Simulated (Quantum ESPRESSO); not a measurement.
# Run report: ZrS$_{2}$, geometry relaxation (part 1 of 2)

The run: geometry relaxation of ZrS$_{2}$ (P-3m1, 3 atoms in the cell). Method and program: Kohn-Sham DFT of a periodic cell, BLYP, PseudoDojo 0.5 SR PBE standard, no spin polarisation (Quantum ESPRESSO 7.5).

The structure derives from a Materials Project entry.

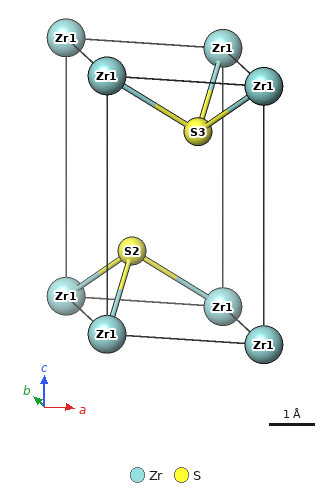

*The structure as given in the input (ball-and-stick view of the cell of the calculation, seen slightly off an axis; atoms are numbered from 1 in the order of the input).*

Near neighbours in the crystal (not all of them lie inside the picture): Zr has 6 S at 2.57 Å; S has 3 Zr at 2.57 Å.

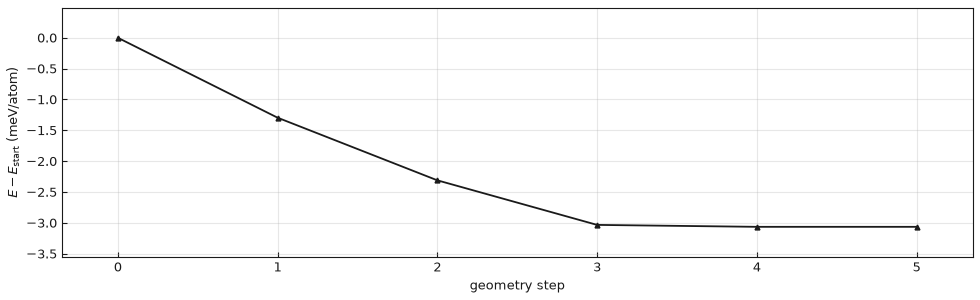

*Progress of the relaxation, step by step (steps are counted from 0).*

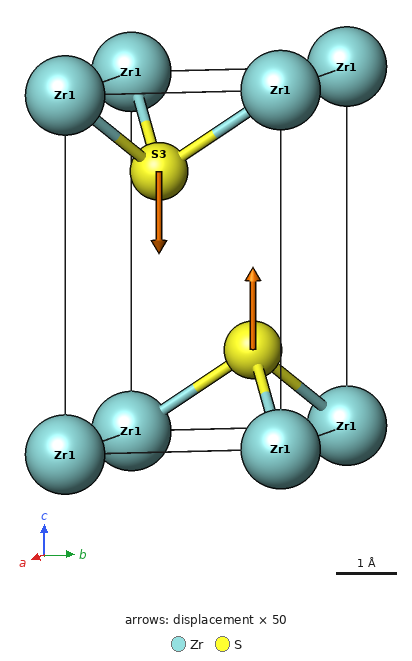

*The starting structure with the displacements as orange arrows, magnified 50 times (ball-and-stick view of the cell of the calculation, seen slightly off an axis).*

After 5 geometry steps the energy has fallen by 3.1 meV per atom. The largest force component goes from 0.33 to 0.00017 eV/Å. The largest moves, 0.028 Å, are those of S2 and S3. Zr stays in place. The lattice vectors keep their values. Distances before and after: Zr1–S2 2.571 → 2.586 Å. The space group stays P-3m1 (No. 164). (Atoms are counted from 1 in the order of the input.)

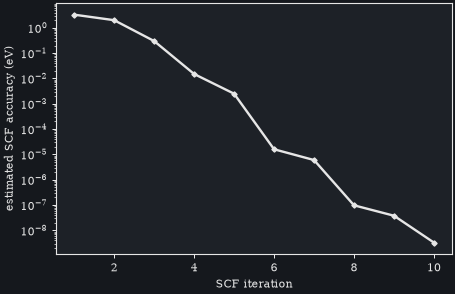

*Convergence of the self-consistent field: estimated SCF accuracy against the iteration.*

The field takes 10 iterations in all.

The input and output of the run follow.

## Input file
```
&CONTROL
  calculation = 'scf'
  prefix = 'pwscf'
  outdir = './tmp'
  pseudo_dir = './pseudo'
  tprnfor = .true.
  tstress = .true.
  disk_io = 'low'
/
&SYSTEM
  ibrav = 0
  nat = 3
  ntyp = 2
  ecutwfc = 90
  nbnd = 19
  input_dft = 'blyp'
  occupations = 'smearing'
  smearing = 'fd'
  degauss = 0.00367493
/
&ELECTRONS
  conv_thr = 6d-10
  electron_maxstep = 120
  mixing_beta = 0.5
/
ATOMIC_SPECIES
Zr    91.2240 Zr.upf
S     32.0600 S.upf
CELL_PARAMETERS angstrom
   3.6913825498    0.0000000000    0.0000000000
  -1.8456912749    3.1968310632    0.0000000000
   0.0000000000    0.0000000000    6.0410770100
ATOMIC_POSITIONS angstrom
Zr     0.0000000000    0.0000000000    0.0000000000
S     -0.0000000002    2.1312207089    1.4372324502
S      1.8456912751    1.0656103543    4.6038445598
K_POINTS automatic
8 8 4 0 0 1
```

## File relax.in
```
&CONTROL
  calculation = 'relax'
  prefix = 'pwscf'
  outdir = './tmp'
  pseudo_dir = './pseudo'
  tprnfor = .true.
  tstress = .true.
  disk_io = 'low'
  nstep = 40
  forc_conv_thr = 0.0001
  etot_conv_thr = 1d-06
/
&SYSTEM
  ibrav = 0
  nat = 3
  ntyp = 2
  ecutwfc = 90
  nbnd = 19
  input_dft = 'blyp'
  occupations = 'smearing'
  smearing = 'fd'
  degauss = 0.00367493
/
&ELECTRONS
  conv_thr = 6d-10
  electron_maxstep = 120
  mixing_beta = 0.5
/
&IONS
  ion_dynamics = 'bfgs'
/
ATOMIC_SPECIES
Zr    91.2240 Zr.upf
S     32.0600 S.upf
CELL_PARAMETERS angstrom
   3.6913825498    0.0000000000    0.0000000000
  -1.8456912749    3.1968310632    0.0000000000
   0.0000000000    0.0000000000    6.0410770100
ATOMIC_POSITIONS angstrom
Zr     0.0000000000    0.0000000000    0.0000000000
S     -0.0000000002    2.1312207089    1.4372324502
S      1.8456912751    1.0656103543    4.6038445598
K_POINTS automatic
8 8 4 0 0 1
```

## File scf2.in
```
&CONTROL
  calculation = 'scf'
  prefix = 'pwscf'
  outdir = './tmp'
  pseudo_dir = './pseudo'
  tprnfor = .true.
  tstress = .true.
  disk_io = 'low'
/
&SYSTEM
  ibrav = 0
  nat = 3
  ntyp = 2
  ecutwfc = 90
  nbnd = 19
  input_dft = 'blyp'
  occupations = 'fixed'
/
&ELECTRONS
  conv_thr = 1d-13
  electron_maxstep = 120
  mixing_beta = 0.5
  startingpot = 'file'
  startingwfc = 'file'
/
ATOMIC_SPECIES
Zr    91.2240 Zr.upf
S     32.0600 S.upf
CELL_PARAMETERS angstrom
   3.6913825498    0.0000000000    0.0000000000
  -1.8456912749    3.1968310632    0.0000000000
   0.0000000000    0.0000000000    6.0410770100
ATOMIC_POSITIONS angstrom
Zr     0.0000000000    0.0000000000    0.0000000000
S     -0.0000000002    2.1312207089    1.4653716552
S      1.8456912751    1.0656103543    4.5757053548
K_POINTS automatic
8 8 4 0 0 1
```

## File ph.in
```
dielectric of ZrS2
&INPUTPH
  prefix = 'pwscf'
  outdir = './tmp'
  tr2_ph = 1d-16
  fildyn = 'dyn'
  niter_ph = 60
  alpha_mix(1) = 0.7
  epsil = .true.
  trans = .false.
  zeu = .true.
/
0.0000000000 0.0000000000 0.0000000000
```

Launch command:
```bash
OMP_NUM_THREADS=1 pw.x -in pw.in > pw.out
OMP_NUM_THREADS=1 pw.x -in relax.in > relax.out
OMP_NUM_THREADS=1 pw.x -in scf2.in > scf2.out
OMP_NUM_THREADS=1 ph.x -in ph.in > ph.out
```

## Log
```
This program is part of the open-source Quantum ESPRESSO suite
     for quantum simulation of materials; please cite
         "P. Giannozzi et al., J. Phys.:Condens. Matter 21 395502 (2009);
         "P. Giannozzi et al., J. Phys.:Condens. Matter 29 465901 (2017);
         "P. Giannozzi et al., J. Chem. Phys. 152 154105 (2020);
          URL
     in publications or presentations arising from this work. More details at

     IMPORTANT: XC functional enforced from input :
     Exchange-correlation= BLYP
                           (   1   3   1   3   0   0   0)
     Any further DFT definition will be discarded
     Please, verify this is what you really want

     Message from routine setup:
     using ibrav=0 with symmetry is DISCOURAGED, use correct ibrav instead

     G-vector sticks info
     --------------------
     sticks:   dense  smooth     PW     G-vecs:    dense   smooth      PW
     Sum        1201    1201    349                55521    55521    8413

     Using Slab Decomposition

     bravais-lattice index     =            0
     lattice parameter (alat)  =       6.9757  a.u.
     unit-cell volume          =     481.0827 (a.u.)^3
     number of atoms/cell      =            3
     number of atomic types    =            2
     number of electrons       =        24.00
     number of Kohn-Sham states=           19
     kinetic-energy cutoff     =      90.0000  Ry
     charge density cutoff     =     360.0000  Ry
     scf convergence threshold =      6.0E-10
     mixing beta               =       0.5000
     number of iterations used =            8  plain     mixing
     Exchange-correlation= BLYP
                           (   1   3   1   3   0   0   0)

     celldm(1)=   6.975702  celldm(2)=   0.000000  celldm(3)=   0.000000
     celldm(4)=   0.000000  celldm(5)=   0.000000  celldm(6)=   0.000000

     crystal axes: (cart. coord. in units of alat)
               a(1) = (   1.000000   0.000000   0.000000 )
               a(2) = (  -0.500000   0.866025   0.000000 )
               a(3) = (   0.000000   0.000000   1.636535 )

     reciprocal axes: (cart. coord. in units 2 pi/alat)
               b(1) = (  1.000000  0.577350 -0.000000 )
               b(2) = (  0.000000  1.154701  0.000000 )
               b(3) = (  0.000000 -0.000000  0.611047 )

     PseudoPot. # 1 for Zr read from file:
     Zr.upf
     Pseudo is Norm-conserving + core correction, Zval = 12.0
     Generated using ONCVPSP code by D. R. Hamann
     Using radial grid of 1622 points,  6 beta functions with:
                l(1) =   0
                l(2) =   0
                l(3) =   1
                l(4) =   1
                l(5) =   2
                l(6) =   2

     PseudoPot. # 2 for S  read from file:
     S.upf
     Pseudo is Norm-conserving + core correction, Zval =  6.0
     Generated using ONCVPSP code by D. R. Hamann
     Using radial grid of 1148 points,  6 beta functions with:
                l(1) =   0
                l(2) =   0
                l(3) =   1
                l(4) =   1
                l(5) =   2
                l(6) =   2

     atomic species   valence    mass     pseudopotential
     Zr               12.00    91.22400     Zr( 1.00)
     S                 6.00    32.06000     S ( 1.00)

     12 Sym. Ops., with inversion, found

   Cartesian axes

     site n.     atom                  positions (alat units)
         1        Zr     tau(   1) = (   0.0000000   0.0000000   0.0000000  )
         2        S      tau(   2) = (  -0.0000000   0.5773503   0.3893480  )
         3        S      tau(   3) = (   0.5000000   0.2886751   1.2471871  )

     number of k points=    30  Fermi-Dirac smearing, width (Ry)=  0.0037
                       cart. coord. in units 2pi/alat
        k(    1) = (   0.0000000   0.0000000   0.0763809), wk =   0.0156250
        k(    2) = (   0.0000000   0.0000000   0.2291427), wk =   0.0156250
        k(    3) = (   0.0000000   0.1443376   0.0763809), wk =   0.0468750
        k(    4) = (   0.0000000   0.1443376   0.2291427), wk =   0.0468750
        k(    5) = (   0.0000000   0.2886751   0.0763809), wk =   0.0468750
        k(    6) = (   0.0000000   0.2886751   0.2291427), wk =   0.0468750
        k(    7) = (   0.0000000   0.4330127   0.0763809), wk =   0.0468750
        k(    8) = (   0.0000000   0.4330127   0.2291427), wk =   0.0468750
        k(    9) = (   0.0000000  -0.5773503   0.0763809), wk =   0.0468750
        k(   10) = (   0.0000000  -0.5773503   0.2291427), wk =   0.0468750
        k(   11) = (   0.1250000   0.2165064   0.0763809), wk =   0.0937500
        k(   12) = (   0.1250000   0.2165064   0.2291427), wk =   0.0937500
        k(   13) = (   0.1250000   0.3608439   0.0763809), wk =   0.0937500
        k(   14) = (   0.1250000   0.3608439   0.2291427), wk =   0.0937500
        k(   15) = (   0.1250000   0.5051815   0.0763809), wk =   0.0937500
        k(   16) = (   0.1250000   0.5051815   0.2291427), wk =   0.0937500
        k(   17) = (   0.2500000   0.4330127   0.0763809), wk =   0.0937500
        k(   18) = (   0.2500000   0.4330127   0.2291427), wk =   0.0937500
        k(   19) = (   0.2500000   0.5773503   0.0763809), wk =   0.0937500
        k(   20) = (   0.2500000   0.5773503   0.2291427), wk =   0.0937500
        k(   21) = (   0.0000000   0.1443376  -0.0763809), wk =   0.0468750
        k(   22) = (   0.0000000   0.1443376  -0.2291427), wk =   0.0468750
        k(   23) = (   0.0000000   0.2886751  -0.0763809), wk =   0.0468750
        k(   24) = (   0.0000000   0.2886751  -0.2291427), wk =   0.0468750
        k(   25) = (   0.0000000   0.4330127  -0.0763809), wk =   0.0468750
        k(   26) = (   0.0000000   0.4330127  -0.2291427), wk =   0.0468750
        k(   27) = (  -0.1250000   0.3608439  -0.0763809), wk =   0.0937500
        k(   28) = (  -0.1250000   0.3608439  -0.2291427), wk =   0.0937500
        k(   29) = (  -0.1250000   0.5051815  -0.0763809), wk =   0.0937500
        k(   30) = (  -0.1250000   0.5051815  -0.2291427), wk =   0.0937500

     Dense  grid:    55521 G-vectors     FFT dimensions: (  45,  45,  72)

     Initial potential from superposition of free atoms

     starting charge      23.9976, renormalised to      24.0000
     Starting wfcs are   18 randomized atomic wfcs +    1 random wfcs

     Self-consistent Calculation

     iteration #  1     ecut=    90.00 Ry     beta= 0.50
     Davidson diagonalization with overlap
     ethr =  1.00E-02,  avg # of iterations =  5.0

     total energy              =    -145.15587119 Ry
     estimated scf accuracy    <       0.24061732 Ry

     iteration #  2     ecut=    90.00 Ry     beta= 0.50
     Davidson diagonalization with overlap
     ethr =  1.00E-03,  avg # of iterations =  2.0

     total energy              =    -145.18752535 Ry
     estimated scf accuracy    <       0.14734970 Ry

     iteration #  3     ecut=    90.00 Ry     beta= 0.50
     Davidson diagonalization with overlap
     ethr =  6.14E-04,  avg # of iterations =  2.0

     total energy              =    -145.22361153 Ry
     estimated scf accuracy    <       0.02171030 Ry

     iteration #  4     ecut=    90.00 Ry     beta= 0.50
     Davidson diagonalization with overlap
     ethr =  9.05E-05,  avg # of iterations =  3.1

     total energy              =    -145.22632490 Ry
     estimated scf accuracy    <       0.00109079 Ry

     iteration #  5     ecut=    90.00 Ry     beta= 0.50
     Davidson diagonalization with overlap
     ethr =  4.54E-06,  avg # of iterations =  5.4

     total energy              =    -145.22643265 Ry
     estimated scf accuracy    <       0.00018672 Ry

     iteration #  6     ecut=    90.00 Ry     beta= 0.50
     Davidson diagonalization with overlap
     ethr =  7.78E-07,  avg # of iterations =  1.7

     total energy              =    -145.22646852 Ry
     estimated scf accuracy    <       0.00000117 Ry

     iteration #  7     ecut=    90.00 Ry     beta= 0.50
     Davidson diagonalization with overlap
     ethr =  4.89E-09,  avg # of iterations =  4.0

     total energy              =    -145.22646939 Ry
     estimated scf accuracy    <       0.00000044 Ry

     iteration #  8     ecut=    90.00 Ry     beta= 0.50
     Davidson diagonalization with overlap
     ethr =  1.82E-09,  avg # of iterations =  2.0

     total energy              =    -145.22646948 Ry
     estimated scf accuracy    <          7.2E-09 Ry

     iteration #  9     ecut=    90.00 Ry     beta= 0.50
     Davidson diagonalization with overlap
     ethr =  2.99E-11,  avg # of iterations =  2.7

     total energy              =    -145.22646948 Ry
     estimated scf accuracy    <          2.8E-09 Ry

     iteration # 10     ecut=    90.00 Ry     beta= 0.50
     Davidson diagonalization with overlap
     ethr =  1.16E-11,  avg # of iterations =  2.0
```
